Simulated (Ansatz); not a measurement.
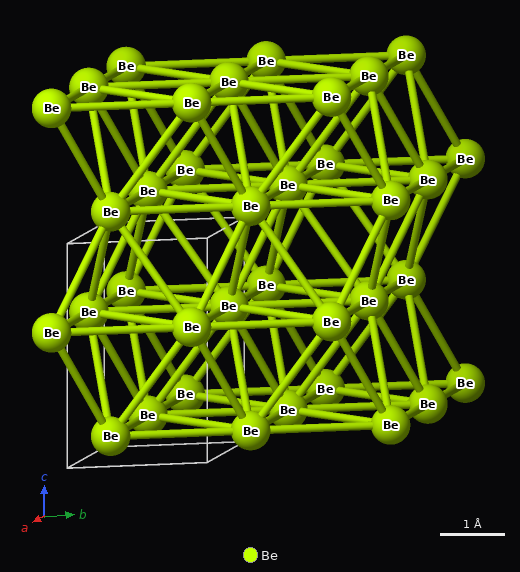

Reference structure: a symmetric starting cell of Be. Style: ball-and-stick. Shown: the cell of the calculation, repeated 3 × 3 × 2 with one cell outlined, slightly off an axis.

Computed with Ansatz 0.2.0, DFT PBEsol, scalar-relativistic, plane waves, PAW. Set-up: plane-wave cutoff 420 eV; k-point mesh 18 × 18 × 10; occupations gaussian; smearing width 0.1 eV; no spin polarisation.

Change: The cell is strained by +4.0 % along c and +1.0 % across it (volume +6.2 %) and atoms are displaced by 0.16 Å relative to the cell. No relaxation follows. The starting cell wasn't computed here and needn't be at equilibrium, so pressure and forces aren't due to the change alone.

Q: What does the calculation give for the changed structure?

A: The pressure is −5.2 GPa (not all of it need come from the change, since the unchanged cell can be under pressure at this level too). The principal stresses (compression positive) are −3.2 GPa along c and −6.2 GPa across it. The largest forces, 1.9 eV/Å, act on 2 Be atoms of the calculation's cell. The forces point straight back along the displacements (cosine −1.00). Some distances before and after: Be–Be 2.237 → 2.058 to 2.564 Å, Be–Be 2.300 → 2.324 Å. The space group (tolerance 0.01 Å) goes from P6_3/mmc (No. 194) to P-3m1 (No. 164).

Drawn alike, the variant:

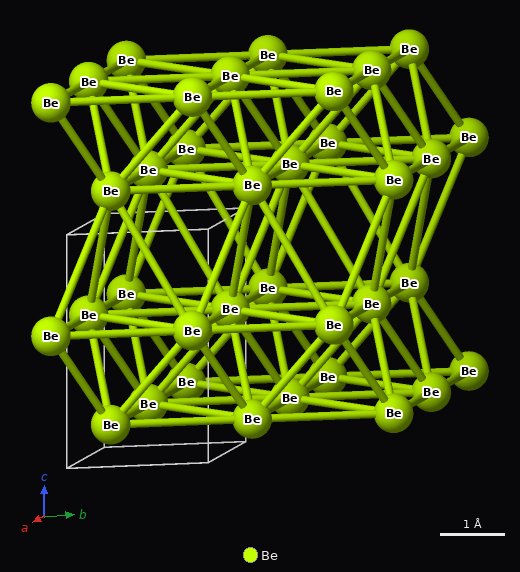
